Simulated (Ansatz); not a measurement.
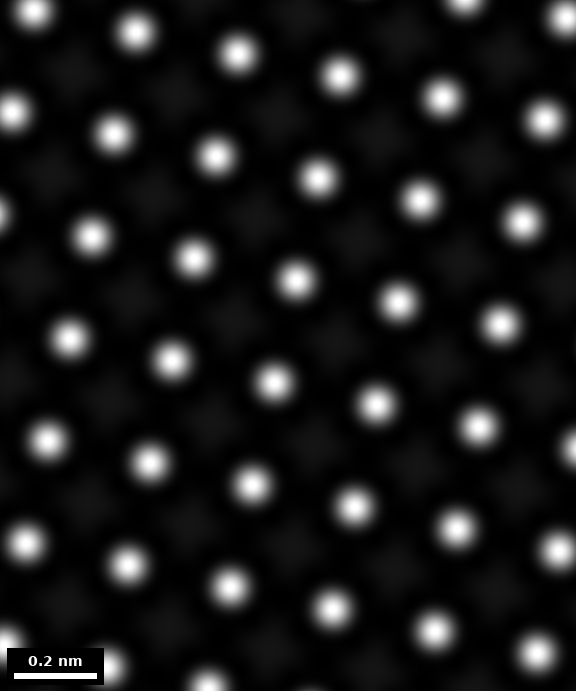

Phase-contrast TEM-like image of Si (Pm-3m, No. 221). Simulated in the weak-phase-object approximation with neutral-atom potentials: 300 kV, Cs = −13 µm, defocus +61 Å (negative is underfocus), defocus spread 15 Å, aperture 1.52 1/Å. Model: the input geometry of an electronic-structure calculation (not necessarily at equilibrium); the starting structure was generated, so it need not be a known form of this composition.

```xyz
1
Lattice="2.5418 0.0000 0.0000 0.0000 2.5418 0.0000 0.0000 0.0000 2.5418" Properties=species:S:1:pos:R:3 pbc="T T T"
Si    0.0000    0.0000    0.0000
```

Q: Which beam direction gives this image, [111], [001], [210] or [221]? (Directions equivalent by symmetry count as one.)

A: [001]. The projected cells are 2.08 × 2.08 Å, 120° for [111]; 2.54 × 2.54 Å, 90° for [001]; 1.14 × 2.54 Å, 90° for [210]; 1.20 × 1.89 Å, 108° for [221], and the image repeats as the [001] one does.
